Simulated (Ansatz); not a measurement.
# C (slab): what the fields show

Input file:

```
crystal:
  lattice:
    - [2.4656963731, -7.7607e-06, 0.0]
    - [1.2328554416, 2.1353515084, 0.0]
    - [0.0, 0.0, 26.0015393195]
  atoms:
    - { symbol: C, position: [0.1656234898, 0.1656234898, 0.5000002658] }
    - { symbol: C, position: [0.4989568488, 0.4989568488, 0.4999997342] }
  periodic: [true, true, false]
basis:
  ecutwfc: 500
kpoints:
  mp_grid: { grid: [21, 21, 1] }
  band_path:
    path:
      - [0, 0, 0]
      - [0.5, 0, 0]
      - [0.6666666666667, 0.3333333333333, 0]
      - [0, 0, 0]
    npoints: 8
hamiltonian:
  xc: r2scan
scf:
  occupations: { method: gaussian, width: 0.1 }
output:
  forces: true
  stress: true
  eigenvalues: true
  populations: true
  write_density: true
  write_potential: true
  elf: true
  volumetric_format: npy
```

Launched as:

```sh
ansatz run input.yaml --threads 1 --pin off --max-ram 3072MiB --backend cpu --events-out ev --progress --plain --runs-dir out
```

Level of theory: DFT r2SCAN, scalar-relativistic, plane waves, PAW in Ansatz 0.2.0.

In a PAW calculation such maps are meaningful between the atoms, not at the nuclei.

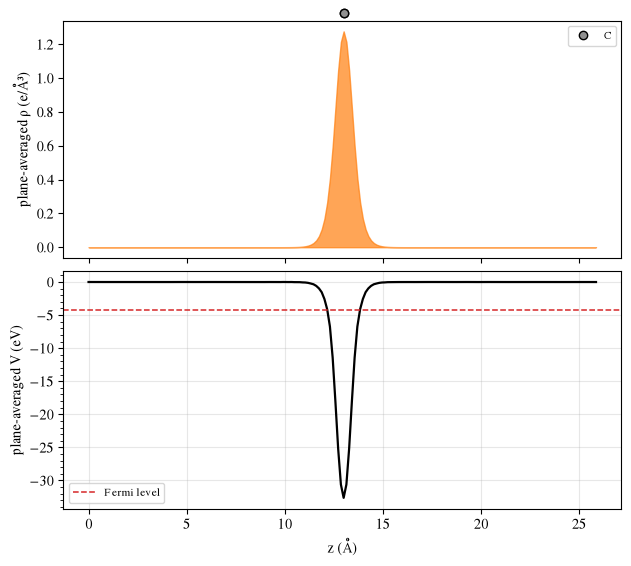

Figure 1. Plane average of the electrostatic potential (local pseudopotential plus Hartree) felt by an electron and of the valence charge density (pseudo) across the slab. Circles mark the heights of the atoms.

How far below the vacuum level is the Fermi level?

The potential is flat in the vacuum, 4.3 eV above the Fermi level; this is the work function, the same on both faces.

How thick is the slab, and how wide the vacuum?

The outermost nuclei are 0.0 Å apart, in 1 atomic plane; the vacuum between periodic images is 26.0 Å wide.

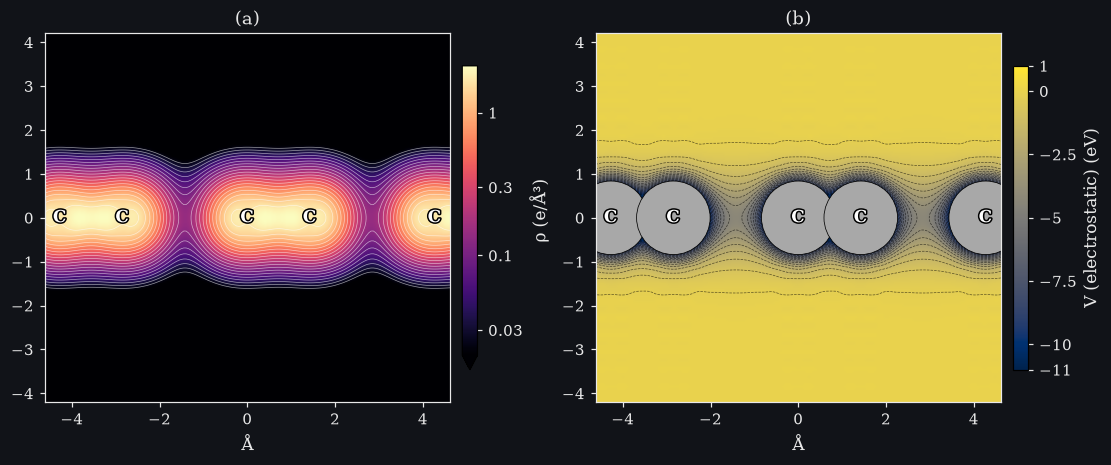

Figure 2. (a) valence electron density; (b) electrostatic potential (local pseudopotential plus Hartree) felt by an electron on the (11̄0) plane of the calculation cell, a cut from vacuum to vacuum. Grey discs cover the atomic cores in the potential map.

Read the bonding off the picture.

- The section cuts through C sites.
- C–C (1.42 Å): the density is about 2 e/Å³ at the midpoint.
- The density dies away to nearly zero in the vacuum.
- Outside the cores the potential energy rises away from the atoms and is highest in the vacuum; its zero is arbitrary.

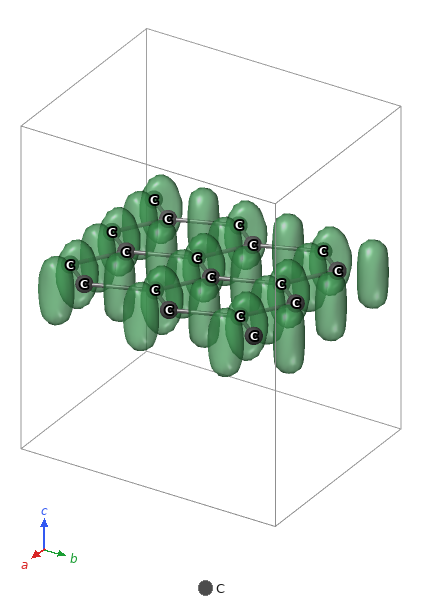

Figure 3. Isosurface of the ELF at 0.8 (green), seen slightly off an axis. Only the valence region is drawn (cores and ρ < 0.01 e/Å³ removed). Sticks mark near contacts.

Where are the electrons localised?

The ELF exceeds this value in three regions between bonded C–C atoms, counted in one cell of 2 atoms. Counts are for one cell; the picture repeats the cell along the surface. Along the contacts the grid gives the following. C–C (1.42 Å): the ELF peaks at about 0.95 between the atoms.

Does the calculation make it a metal, or give it a gap?

It is gapless in this calculation (a metal or semimetal).
